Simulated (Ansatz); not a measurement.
# Run report: Cl, geometry relaxation (part 2 of 2)

The same run, continued: Cl (Cmce, 4 atoms in the cell); DFT PBE, scalar-relativistic, plane waves, PAW, no spin polarisation (Ansatz 0.2.0); cutoff 420 eV, 8×8×4 k-mesh, Gaussian smearing of 0.02 eV. The structure derives from an entry of the Crystallography Open Database. It belongs to a series of runs on one base structure; here: relaxed again under DFT PBE, scalar-relativistic, plane waves, PAW.

Geometry of the input (Å; fractional positions):
```
3.2922  -2.0343  0.0000
3.2922  2.0343  0.0000
0.0000  0.0000  8.0988
Cl 0.8756  0.1244  0.1088
Cl 0.6244  0.3756  0.6088
Cl 0.1244  0.8756  0.8912
Cl 0.3756  0.6244  0.3912
```

## What the program printed, continued
```
Crystal: 4 atoms, lattice volume = 141.793 Å³
Basis set: ecut = 420 eV, 2781 PW (Γ), exchange–correlation on 60×60×120 points (8 copies of the dense FFT grid, shifted against one another)
iter 1 solved again at ethr=2.02e-6 eV; its pass at ethr=3.10e-3 eV (dr2=5.66e-4 eV) is discarded
SCF iter   1: F=—  HF=-4317.992018 eV  |F-HF|=—  |Δ(HF+E_count)|=         —  Δρ=8.63e-4  dr2=5.74e-4  ethr=2.02e-6  ⟨swp⟩=2.0  Hψ=7848  notcnv=0
preconditioner: auto → Resta (q_TF=auto, 2.082 Å⁻¹)  ε∞=3.2  [insulator: Δε(μ)=2.305 eV  Ē_g=11.067 eV  σ=0.020 eV  W_gap=1.00  n_scr=22 (ndim 8)  ℏωp=16.5 eV  f_vac=0.208  D(μ)=0.00/eV (n_scr^D=0)  ε∞_Penn≈3.2]
SCF iter   2: F=—  HF=-4317.991937 eV  |F-HF|=—  |Δ(HF+E_count)|=   8.12e-5  Δρ=4.39e-4  dr2=1.53e-4  ethr=2.02e-6  ⟨swp⟩=1.0  Hψ=1134  notcnv=0
SCF iter   3: F=—  HF=-4317.991930 eV  |F-HF|=—  |Δ(HF+E_count)|=   6.82e-6  Δρ=3.96e-5  dr2=2.14e-6  ethr=5.46e-7  ⟨swp⟩=3.0  Hψ=2146  notcnv=0
SCF iter   4: F=—  HF=-4317.991931 eV  |F-HF|=—  |Δ(HF+E_count)|=   6.94e-7  Δρ=1.07e-5  dr2=2.26e-7  ethr=7.65e-9  ⟨swp⟩=2.3  Hψ=1909  notcnv=0
SCF iter   5: F=-4317.991931 eV  HF=-4317.991931 eV  |F-HF|=6.75e-9  |Δ(HF+E_count)|=   1.00e-7  Δρ=3.23e-6  dr2=2.15e-8  ethr=9.97e-11  ⟨swp⟩=6.1  Hψ=5781  notcnv=0
SCF 10 converged in 5 iterations: F = -4317.991931 eV  dr2 = 2.15e-8
relax step  10: F+E_penalty+E_count = -4317.99193109 eV  Δ(F+E_penalty+E_count) = -3.394e-4 eV  max|allowed force component| = 4.640e-3 eV/Å  Δτ_max = 0.0026 Å  P = +0.005 GPa  Ω = 141.793 Å³  energy of the carried Pulay correction = -8.380e-5 eV  (5 SCF iters, dr2 threshold 2.79e-8 eV, accepted)
Crystal: 4 atoms, lattice volume = 142.310 Å³
Basis set: ecut = 420 eV, 2789 PW (Γ), exchange–correlation on 60×60×120 points (8 copies of the dense FFT grid, shifted against one another)
iter 1 solved again at ethr=2.61e-7 eV; its pass at ethr=3.10e-3 eV (dr2=7.31e-5 eV) is discarded
SCF iter   1: F=—  HF=-4317.991955 eV  |F-HF|=—  |Δ(HF+E_count)|=         —  Δρ=2.72e-4  dr2=5.12e-5  ethr=2.61e-7  ⟨swp⟩=3.0  Hψ=7569  notcnv=0
preconditioner: auto → Resta (q_TF=auto, 2.081 Å⁻¹)  ε∞=3.2  [insulator: Δε(μ)=2.306 eV  Ē_g=11.059 eV  σ=0.020 eV  W_gap=1.00  n_scr=22 (ndim 8)  ℏωp=16.5 eV  f_vac=0.211  D(μ)=0.00/eV (n_scr^D=0)  ε∞_Penn≈3.2]
SCF iter   2: F=—  HF=-4317.991947 eV  |F-HF|=—  |Δ(HF+E_count)|=   7.37e-6  Δρ=1.37e-4  dr2=1.36e-5  ethr=1.83e-7  ⟨swp⟩=1.0  Hψ=1134  notcnv=0
SCF iter   3: F=—  HF=-4317.991946 eV  |F-HF|=—  |Δ(HF+E_count)|=   1.19e-6  Δρ=1.14e-5  dr2=1.71e-7  ethr=4.85e-8  ⟨swp⟩=2.2  Hψ=2012  notcnv=0
SCF iter   4: F=—  HF=-4317.991944 eV  |F-HF|=—  |Δ(HF+E_count)|=   1.93e-6  Δρ=3.19e-6  dr2=1.94e-8  ethr=6.12e-10  ⟨swp⟩=2.7  Hψ=2057  notcnv=0
SCF iter   5: F=—  HF=-4317.991944 eV  |F-HF|=—  |Δ(HF+E_count)|=   9.80e-9  Δρ=8.86e-7  dr2=1.54e-9  ethr=6.91e-11  ⟨swp⟩=2.0  Hψ=1765  notcnv=0
SCF iter   6: F=—  HF=-4317.991944 eV  |F-HF|=—  |Δ(HF+E_count)|=  7.27e-10  Δρ=2.21e-7  dr2=9.41e-11  ethr=5.50e-12  ⟨swp⟩=2.1  Hψ=1748  notcnv=0
SCF iter   7: F=-4317.991944 eV  HF=-4317.991944 eV  |F-HF|=2.73e-12  |Δ(HF+E_count)|=  1.17e-10  Δρ=3.55e-8  dr2=1.67e-12  ethr=1.00e-12  ⟨swp⟩=4.0  Hψ=4032  notcnv=0
SCF 11 converged in 7 iterations: F = -4317.991944 eV  dr2 = 1.67e-12
relax step  11: F+E_penalty+E_count = -4317.99194405 eV  Δ(F+E_penalty+E_count) = -1.296e-5 eV  max|allowed force component| = 8.380e-4 eV/Å  Δτ_max = 0.0012 Å  P = -0.004 GPa  Ω = 142.310 Å³  energy of the carried Pulay correction = -9.340e-5 eV  (7 SCF iters, accepted)
Basis set: ecut = 420 eV, 2789 PW (Γ), exchange–correlation on 64×64×120 points (8 copies of the dense FFT grid, shifted against one another)
iter 1 solved again at ethr=5.27e-7 eV; its pass at ethr=3.10e-3 eV (dr2=1.48e-4 eV) is discarded
SCF iter   1: F=—  HF=-4317.992136 eV  |F-HF|=—  |Δ(HF+E_count)|=         —  Δρ=4.35e-5  dr2=2.82e-7  ethr=5.27e-7  ⟨swp⟩=3.0  Hψ=9800  notcnv=0
preconditioner: auto → Resta (q_TF=auto, 2.081 Å⁻¹)  ε∞=3.2  [insulator: Δε(μ)=2.308 eV  Ē_g=11.059 eV  σ=0.020 eV  W_gap=1.00  n_scr=22 (ndim 8)  ℏωp=16.5 eV  f_vac=0.211  D(μ)=0.00/eV (n_scr^D=0)  ε∞_Penn≈3.2]
SCF iter   2: F=—  HF=-4317.992166 eV  |F-HF|=—  |Δ(HF+E_count)|=   2.98e-5  Δρ=2.24e-5  dr2=7.38e-8  ethr=1.01e-9  ⟨swp⟩=2.0  Hψ=1698  notcnv=0
SCF iter   3: F=—  HF=-4317.992176 eV  |F-HF|=—  |Δ(HF+E_count)|=   9.75e-6  Δρ=9.38e-7  dr2=6.87e-10  ethr=2.64e-10  ⟨swp⟩=2.0  Hψ=2010  notcnv=0
SCF iter   4: F=—  HF=-4317.992176 eV  |F-HF|=—  |Δ(HF+E_count)|=  8.23e-10  Δρ=2.77e-7  dr2=8.17e-11  ethr=1.00e-12  ⟨swp⟩=5.5  Hψ=5045  notcnv=0
SCF iter   5: F=-4317.992176 eV  HF=-4317.992176 eV  |F-HF|=8.19e-12  |Δ(HF+E_count)|=  1.62e-10  Δρ=6.28e-8  dr2=1.00e-11  ethr=1.00e-12  ⟨swp⟩=4.0  Hψ=3768  notcnv=0
SCF 12 converged in 5 iterations: F = -4317.992176 eV  dr2 = 1.00e-11
relax step  12: F+E_penalty+E_count = -4317.99217597 eV  Δ(F+E_penalty+E_count) = -2.319e-4 eV  max|allowed force component| = 8.758e-4 eV/Å  Δτ_max = 0.0000 Å  P = -0.002 GPa  Ω = 142.310 Å³  stress off target by 9.93e-3 GPa  SCF on the basis re-selected at this cell (its energy is not comparable with the rows above)  (5 SCF iters)
```

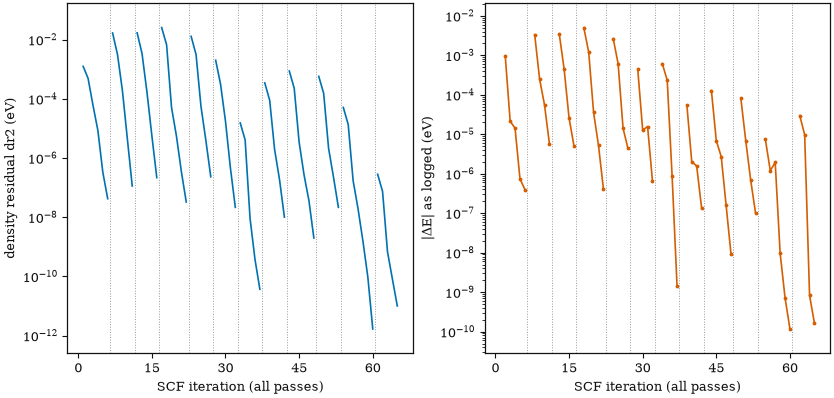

Figure 1. Convergence of the self-consistent field: density residual dr2 and size of the energy change against the SCF iteration. The dotted lines part the SCF passes of the relaxation: geometry steps, rejected trials and re-solves on a re-selected basis. The 12 passes take 5 to 7 iterations each, 65 in all.

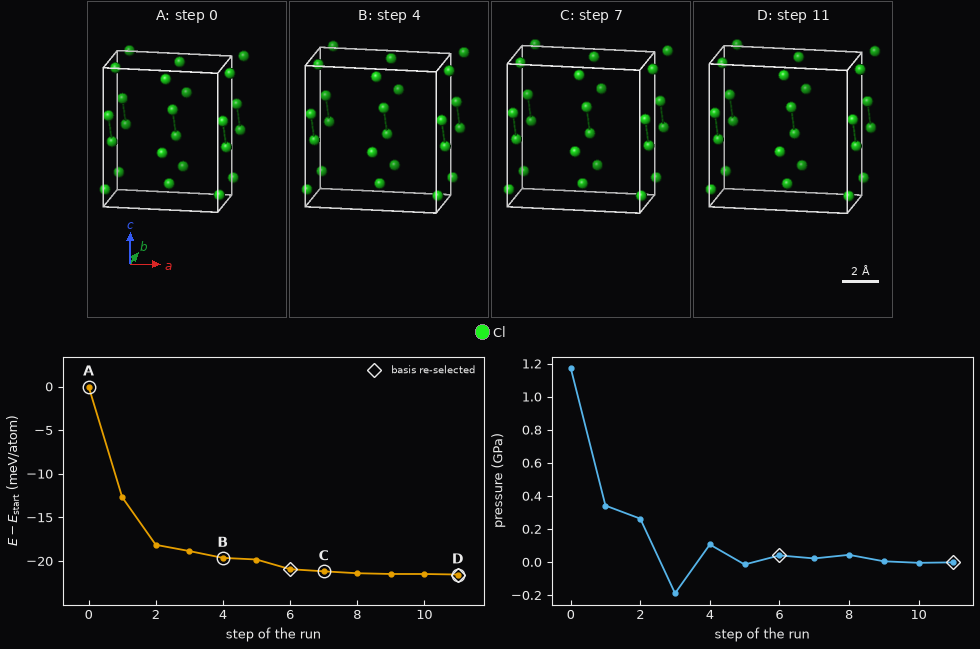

Figure 2. Frames of the relaxation (ball-and-stick view of the cell 2 times as large as that of the calculation, set on its symmetry axes, repeated 1 × 2 × 1, seen slightly off an axis) above the curves, on which the letters mark them (the first geometry is step 0 here and step 1 in the log).

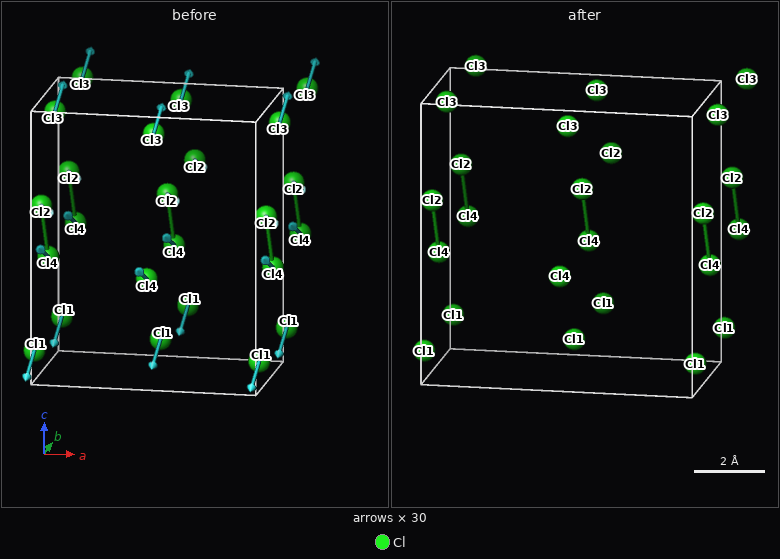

Figure 3. Before (left) and after (right) the relaxation, at one scale (ball-and-stick view of the cell 2 times as large as that of the calculation, set on its symmetry axes, repeated 1 × 2 × 1, seen slightly off an axis). The teal arrows give the displacements (without the part carried along by the change of the cell), magnified 30 times. The energy falls by 21.5 meV per atom in 9 geometry steps. Largest force component: 0.008 eV/Å at the start, 0.00088 eV/Å at the end. Pressure: 1.18 GPa at the start and 0.00 GPa at the end. 1 further SCF at an unchanged geometry re-selected the plane-wave basis for the new cell. The largest moves relative to the cell, 0.049 Å, are those of Cl1, Cl2, Cl3 and Cl4. Cell: a 6.584 → 7.938 Å (+20.6 %), b 4.069 → 4.306 Å (+5.8 %), c 8.099 → 8.327 Å (+2.8 %). Volume +31.2 %. Among the contacts that change: Cl1–Cl3 2.032 → 2.026 Å. The space group stays Cmce (No. 64). The energy change given includes the shifts at the re-selections in mid-walk, which come without any move. A last SCF at the same geometry on a re-selected plane-wave basis shifts the energy by −0.1 meV per atom. (Atoms are counted from 1 in the order of the input.)

```
basis re-selected at this cell: Δ(F+E_penalty+E_count) = -2.319e-4 eV, ΔP = +0.003 GPa vs the last step (what re-selecting the basis moved, of the pressure what is left beyond the Pulay correction that the steps carried, after the strain that the cell walked since its last selection, with what the two solves' SCF thresholds leave and, on support functions, any second-order correction that the steps lacked; it is no measure of the basis error at this ecutwfc). The dense FFT grid was sized anew with the basis: this SCF ran on 32×32×60 points, the steps before it on 30×30×60, so part of this shift can come from that change (see relax.cell in the input reference). This SCF's stress stands 9.93e-3 GPa from its target on what of the cell is left free (relax.cell.stress_tol is 5.00e-2 GPa) and its largest allowed force component is 8.76e-4 eV/Å (relax.f_tol is 5.00e-3 eV/Å): within both
SCF converged after 5 iterations
Free energy (F): -4317.992176 eV
Harris-Foulkes:  -4317.992176 eV  (|F-HF|=8.19e-12)
Internal energy: -4317.992176 eV  (E = F + TS)
E sigma→0 (E₀):  -4317.992176 eV
Fermi energy:    0.160985 eV
--- Per-component energies (eV) ---
  E_band       = -188.244059
  E_kinetic    = 637.733547
  E_local      = -1334.791647  (includes V_loc(G=0)·N_el)
  E_nonlocal   = 114.610184
  E_hartree    = 431.216368
  E_xc         = -424.154096
  E_vxc        = -482.108535  (∫ρ·V_xc dr)
  E_paw        = -2635.793159  (= ΣΔE_a)
  E_vpaw       = 13.879378  (= ΣTr[D̂ρ^β])
  E_aug_tail   = 0.000369  (compensation charges beyond the density's cutoff)
  E_ewald      = -1106.813742
  E_smearing   = -0.000000  (= −TS)
  E_closure    = 0.000000  (closes the sum)
  Σ components = -4317.992176   (vs F -4317.992176, Δ=0.00e0)
--- Forces (eV/Å), atoms counted from 1 ---
  atom   1  Cl     0.00000000    -0.00087582    -0.00029730
  atom   2  Cl    -0.00000000     0.00087582    -0.00029730
  atom   3  Cl     0.00000000     0.00087582     0.00029730
  atom   4  Cl     0.00000000    -0.00087582     0.00029730
  max |Σ_I F_I| component: 8.67e-19 eV/Å
--- Stress (GPa, compression-positive) ---
        0.007737       0.000000       0.000000
        0.000000      -0.009934      -0.000000
        0.000000      -0.000000      -0.002688
  P = ⅓ Tr σ = -0.0016 GPa (-0.016 kbar)
--- Band table (eV; the first three rows and the last of 63) ---
  k-point 0: bands = ["-17.4741", "-17.2490", "-13.6715", "-13.0483", "-6.3573", "-5.3766", "-3.7209", "-3.6947", "-3.5251", "-3.4881", "-1.7947", "-1.3486", "-1.1994", "-0.9933", "1.3152", "2.0451", "5.1800", "6.0131"]
  k-point 1: bands = ["-17.4440", "-17.2852", "-13.5817", "-13.1420", "-6.2295", "-5.5484", "-3.6904", "-3.6297", "-3.5265", "-3.4798", "-1.7651", "-1.3253", "-1.2924", "-1.0418", "1.3967", "1.9053", "5.3540", "5.9777"]
  k-point 2: bands = ["-17.3676", "-17.3676", "-13.3637", "-13.3637", "-5.9082", "-5.9082", "-3.6123", "-3.6123", "-3.5045", "-3.5045", "-1.5911", "-1.5911", "-1.1634", "-1.1634", "1.6236", "1.6236", "5.7187", "5.7187"]
  k-point 62: bands = ["-17.3334", "-17.3334", "-13.3401", "-13.3401", "-5.8886", "-5.8886", "-4.1465", "-4.1465", "-3.5683", "-3.5683", "-1.6107", "-1.6107", "-1.4042", "-1.4042", "1.6528", "1.6528", "7.9966", "7.9966"]
--- Relaxed structure (10 steps of the walk, 10 accepted, 2 SCFs on fresh bases) ---
  F+E_penalty+E_count = -4317.99217597 eV   max|allowed force component| = 8.758e-4 eV/Å   (the final SCF, on the basis selected at the relaxed cell)
  cell:  # Å, volume = 142.3105 Å³
    - [3.9689370730642226, -2.152992787603835, 1.326639859842416e-33]
    - [3.9689370730642226, 2.152992787603835, 8.337395102070735e-34]
    - [2.6572370482452327e-33, -9.811336793520858e-34, 8.327029227317675]
  atoms:
    - { symbol: Cl, position: [0.886179671547636, 0.11382032845236384, 0.10645578338624273] }
    - { symbol: Cl, position: [0.6138203284523639, 0.3861796715476359, 0.6064557833862426] }
    - { symbol: Cl, position: [0.11382032845236384, 0.886179671547636, 0.8935442166137574] }
    - { symbol: Cl, position: [0.3861796715476359, 0.6138203284523639, 0.3935442166137572] }
```

## Trajectory as extended XYZ (Å, eV, eV/Å), 12 frames, from step=1 to step=12
```
4
Lattice="3.2922 -2.0343 0.0000 3.2922 2.0343 0.0000 0.0000 0.0000 8.0988" Properties=species:S:1:pos:R:3:forces:R:3 step=1 energy=-4317.90600 pressure_GPa=1.18
Cl    3.2922   -1.5284    0.8812    0.0000  -0.0080   0.0002
Cl    3.2922   -0.5060    4.9306    0.0000   0.0080   0.0002
Cl    3.2922    1.5284    7.2176    0.0000   0.0080  -0.0002
Cl    3.2922    0.5060    3.1682    0.0000  -0.0080  -0.0002
4
Lattice="3.4187 -2.0943 0.0000 3.4187 2.0943 0.0000 0.0000 0.0000 8.2568" Properties=species:S:1:pos:R:3:forces:R:3 step=2 energy=-4317.95674 pressure_GPa=0.34
Cl    3.4187   -1.5980    0.8870    0.0000  -0.0436  -0.0641
Cl    3.4187   -0.4963    5.0154    0.0000   0.0436  -0.0641
Cl    3.4187    1.5980    7.3697    0.0000   0.0436   0.0641
Cl    3.4187    0.4963    3.2414    0.0000  -0.0436   0.0641
4
Lattice="3.5634 -2.1475 0.0000 3.5634 2.1475 0.0000 0.0000 0.0000 8.3435" Properties=species:S:1:pos:R:3:forces:R:3 step=3 energy=-4317.97856 pressure_GPa=0.26
Cl    3.5634   -1.6668    0.8889    0.0000   0.0334   0.0458
Cl    3.5634   -0.4807    5.0607    0.0000  -0.0334   0.0458
Cl    3.5634    1.6668    7.4546    0.0000  -0.0334  -0.0458
Cl    3.5634    0.4807    3.2828    0.0000   0.0334  -0.0458
4
Lattice="3.7049 -2.1624 0.0000 3.7049 2.1624 0.0000 0.0000 0.0000 8.3210" Properties=species:S:1:pos:R:3:forces:R:3 step=4 energy=-4317.98143 pressure_GPa=-0.19
Cl    3.7049   -1.6384    0.8701    0.0000  -0.0867  -0.0665
Cl    3.7049   -0.5240    5.0306    0.0000   0.0867  -0.0665
Cl    3.7049    1.6384    7.4509    0.0000   0.0867   0.0665
Cl    3.7049    0.5240    3.2904    0.0000  -0.0867   0.0665
4
Lattice="3.7653 -2.1637 0.0000 3.7653 2.1637 0.0000 0.0000 0.0000 8.2249" Properties=species:S:1:pos:R:3:forces:R:3 step=5 energy=-4317.98455 pressure_GPa=0.11
Cl    3.7653   -1.6655    0.8813    0.0000   0.0200   0.0163
Cl    3.7653   -0.4983    4.9938    0.0000  -0.0200   0.0163
Cl    3.7653    1.6655    7.3436    0.0000  -0.0200  -0.0163
Cl    3.7653    0.4983    3.2311    0.0000   0.0200  -0.0163
4
Lattice="3.7661 -2.1636 0.0000 3.7661 2.1636 0.0000 0.0000 0.0000 8.3157" Properties=species:S:1:pos:R:3:forces:R:3 step=6 energy=-4317.98530 pressure_GPa=-0.01
Cl    3.7661   -1.6707    0.8847    0.0000  -0.0017  -0.0039
Cl    3.7661   -0.4929    5.0425    0.0000   0.0017  -0.0039
Cl    3.7661    1.6707    7.4310    0.0000   0.0017   0.0039
Cl    3.7661    0.4929    3.2731    0.0000  -0.0017   0.0039
4
Lattice="3.7661 -2.1636 0.0000 3.7661 2.1636 0.0000 0.0000 0.0000 8.3157" Properties=species:S:1:pos:R:3:forces:R:3 step=7 energy=-4317.98973 pressure_GPa=0.04
Cl    3.7661   -1.6707    0.8847    0.0000  -0.0021  -0.0045
Cl    3.7661   -0.4929    5.0425    0.0000   0.0021  -0.0045
Cl    3.7661    1.6707    7.4310    0.0000   0.0021   0.0045
Cl    3.7661    0.4929    3.2731    0.0000  -0.0021   0.0045
4
Lattice="3.8129 -2.1637 0.0000 3.8129 2.1637 0.0000 0.0000 0.0000 8.3272" Properties=species:S:1:pos:R:3:forces:R:3 step=8 energy=-4317.99071 pressure_GPa=0.02
Cl    3.8129   -1.6725    0.8855    0.0000  -0.0007  -0.0020
Cl    3.8129   -0.4912    5.0491    0.0000   0.0007  -0.0020
Cl    3.8129    1.6725    7.4417    0.0000   0.0007   0.0020
Cl    3.8129    0.4912    3.2781    0.0000  -0.0007   0.0020
4
Lattice="3.8883 -2.1575 0.0000 3.8883 2.1575 0.0000 0.0000 0.0000 8.3250" Properties=species:S:1:pos:R:3:forces:R:3 step=9 energy=-4317.99159 pressure_GPa=0.04
Cl    3.8883   -1.6637    0.8834    0.0000   0.0070   0.0211
Cl    3.8883   -0.4938    5.0459    0.0000  -0.0070   0.0211
Cl    3.8883    1.6637    7.4416    0.0000  -0.0070  -0.0211
Cl    3.8883    0.4938    3.2791    0.0000   0.0070  -0.0211
4
Lattice="3.9525 -2.1544 0.0000 3.9525 2.1544 0.0000 0.0000 0.0000 8.3257" Properties=species:S:1:pos:R:3:forces:R:3 step=10 energy=-4317.99193 pressure_GPa=0.00
Cl    3.9525   -1.6631    0.8855    0.0000   0.0006   0.0046
Cl    3.9525   -0.4914    5.0484    0.0000  -0.0006   0.0046
Cl    3.9525    1.6631    7.4401    0.0000  -0.0006  -0.0046
Cl    3.9525    0.4914    3.2773    0.0000   0.0006  -0.0046
4
Lattice="3.9689 -2.1530 0.0000 3.9689 2.1530 0.0000 0.0000 0.0000 8.3270" Properties=species:S:1:pos:R:3:forces:R:3 step=11 energy=-4317.99194 pressure_GPa=-0.00
Cl    3.9689   -1.6629    0.8865    0.0000  -0.0008  -0.0003
Cl    3.9689   -0.4901    5.0500    0.0000   0.0008  -0.0003
Cl    3.9689    1.6629    7.4406    0.0000   0.0008   0.0003
Cl    3.9689    0.4901    3.2771    0.0000  -0.0008   0.0003
4
Lattice="3.9689 -2.1530 0.0000 3.9689 2.1530 0.0000 0.0000 0.0000 8.3270" Properties=species:S:1:pos:R:3:forces:R:3 step=12 energy=-4317.99218 pressure_GPa=-0.00
Cl    3.9689   -1.6629    0.8865    0.0000  -0.0009  -0.0003
Cl    3.9689   -0.4901    5.0500    0.0000   0.0009  -0.0003
Cl    3.9689    1.6629    7.4406    0.0000   0.0009   0.0003
Cl    3.9689    0.4901    3.2771    0.0000  -0.0009   0.0003
```

## Key numbers

| quantity | value |
| --- | --- |
| outcome | converged |
| space group (tolerance 0.01 Å) | Cmce (64) |
| electrons treated | 28 |
| free energy | −4317.9922 eV |
| Fermi energy | 0.161 eV |
| gap on the k-point mesh | 2.31 eV |
| pressure | 0.00 GPa |
| final volume | 142.31 Å³ |
| largest force (length of the vector) at the end | 0.001 eV/Å |
| final cell | a = 4.515 Å, b = 4.515 Å, c = 8.327 Å, α = 90.00°, β = 90.00°, γ = 56.96° |
| wall time | 1.7 min |
| peak memory | 0.45 GiB |
